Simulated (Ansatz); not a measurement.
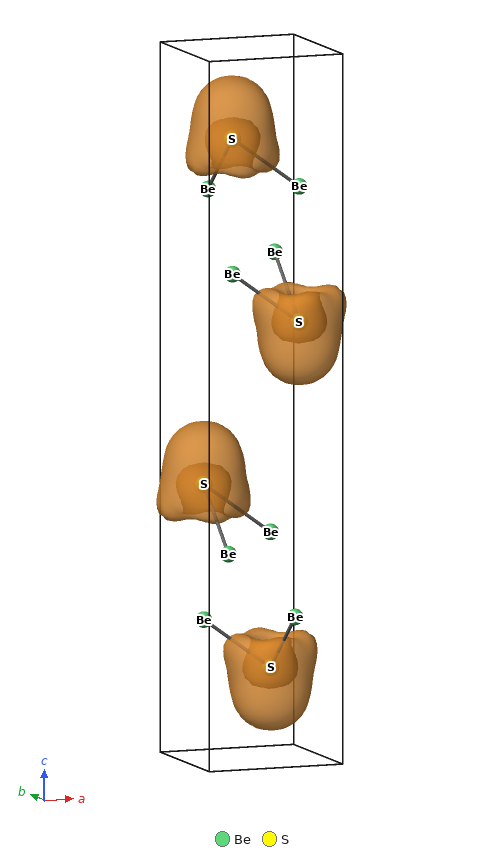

Figure 1: Be₂S. Isosurface of the electron localisation function at 0.8 (orange), seen slightly off an axis. Only the valence region is drawn (cores and ρ < 0.01 e/Å³ removed). Sticks mark near contacts.

Space group Pnma; a generated structure, not necessarily the stable one.

Level of theory: DFT PBE, scalar-relativistic, plane waves, PAW (Ansatz).

Core electrons are frozen (PAW), and the valence fields are smoothed inside the atomic spheres.

```xyz
12
Lattice="3.3291 0.0000 0.0000 0.0000 3.2379 0.0000 0.0000 0.0000 16.7566" Properties=species:S:1:pos:R:3 pbc="T T T"
Be    0.7818    2.4284    3.1993
Be    0.8827    0.8095   11.5776
Be    2.5472    2.4284   11.7812
Be    2.4464    0.8095    3.4029
Be    2.4464    2.4284    5.1790
Be    2.5472    0.8095   13.5573
Be    0.7819    0.8095    4.9754
Be    0.8827    2.4284   13.3537
S     0.8827    0.8095   14.7733
S     0.7818    2.4284    6.3950
S     2.5472    0.8095   10.3616
S     2.4464    2.4284    1.9833
```

Where are the electrons localised?

The surface consists of four regions wrapped around S (the valence shell of each), counted in one cell of 12 atoms. Any copies at cell faces, edges or corners count once. Profiles from the grid: Be–S (2.06 Å): the ELF peaks at about 0.85 in the valence shell of S, 0.9 Å from its nucleus, and is about 0.85 at the midpoint. Be–S (2.15 Å): the ELF peaks at about 0.85 in the valence shell of S, 0.9 Å from its nucleus, and is about 0.85 at the midpoint.

Does the calculation give a band gap?

It is gapless in this calculation (a metal or semimetal).
